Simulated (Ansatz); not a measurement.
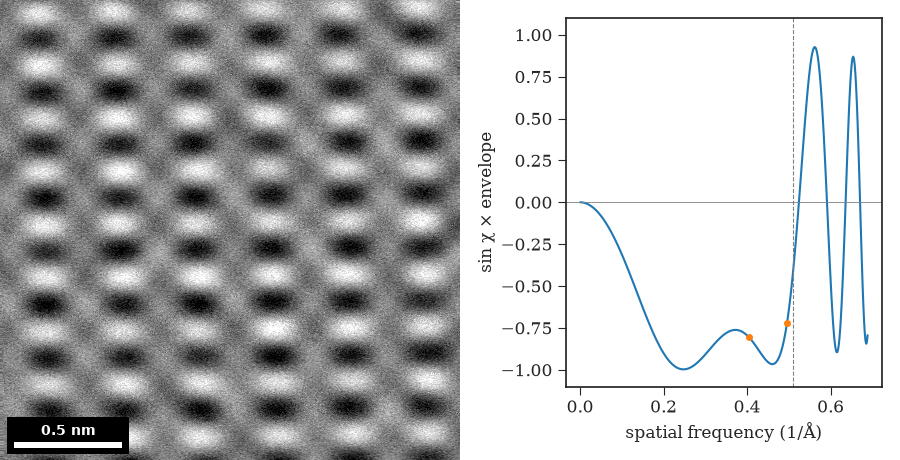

HRTEM-like image of Ir (Pm-3n, No. 223) along [110]. Simulated in the weak-phase-object approximation with neutral-atom potentials: 300 kV, Cs = 1.00 mm, defocus −532 Å (negative is underfocus), defocus spread 20 Å, aperture 0.51 1/Å. Shot noise, a slight drift and the speckle of an amorphous layer were added. Structure: coordinates from a relaxation with DFT PBE, scalar-relativistic, plane waves, PAW (Ansatz 0.2.0); the starting structure was generated, so it need not be a known form of this composition.

The plot gives the contrast transfer function, the aperture (dashed) and the crystal's spatial frequencies that carry visible contrast (dots).

Question: What point resolution do these settings give, and which lattice spacings pass?

Answer: About 2.0 Å (0.66 |Cs|^(1/4) λ^(3/4) with λ = 0.0197 Å). The spacings that carry visible contrast are {200} at 2.47 Å, {211} at 2.02 Å. Columns 0.87 Å apart are closer than that and merge.

Question: Do the atom columns appear dark or bright, and why?

Answer: Dark. With positive Cs and underfocus sin χ is negative over the pass band, so the strongest columns (Ir) come out darker than the background.
